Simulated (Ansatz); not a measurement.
The cell of SiO$_{2}$ (I-42d). The cell is taken from the geometry relaxed with DFT, PBEsol, plane waves, PAW (Ansatz).

```
CELL_PARAMETERS angstrom
4.98658 0.00000 0.00000
0.00000 4.98658 0.00000
0.00000 0.00000 7.34011
ATOMIC_POSITIONS crystal
Si 0.00000 0.00000 0.00000
Si 0.00000 0.50000 0.25000
O 0.25000 0.59543 0.37500
O 0.09543 0.25000 0.12500
O 0.75000 0.40457 0.37500
O 0.90457 0.75000 0.12500
Si 0.50000 0.50000 0.50000
Si 0.50000 0.00000 0.75000
O 0.75000 0.09543 0.87500
O 0.59543 0.75000 0.62500
O 0.25000 0.90457 0.87500
O 0.40457 0.25000 0.62500
```

At each point the valence sum V of an Ag+ ion is computed from the anions within 5 Å (s = exp((R0 − d)/b), R0 fitted to published crystal structures with b = 0.37 Å; R0: Ag+–O 1.824 Å). Points too close to the other cations are excluded (2.2 Å from Si). Ag+ is a guest here, not part of the formula. This is an empirical screen for pathways, not an energy calculation.

Question: Along which directions could Ag+ move by this screen?

Answer: From a mismatch of about 0.25 v.u. the regions form a three-dimensional network. These are grid estimates, good to about 0.1 v.u.

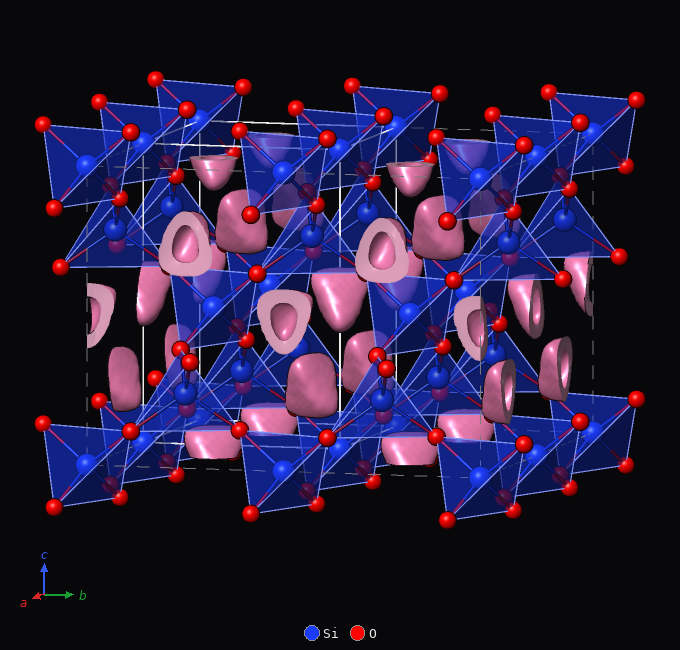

Bond-valence mismatch map for Ag+ in SiO₂ (I-42d): the pink surface encloses the points where |V − 1| < 0.1 v.u. (2×2×1 cells, view slightly off an axis). Pale faces close the region where the drawn box cuts it.
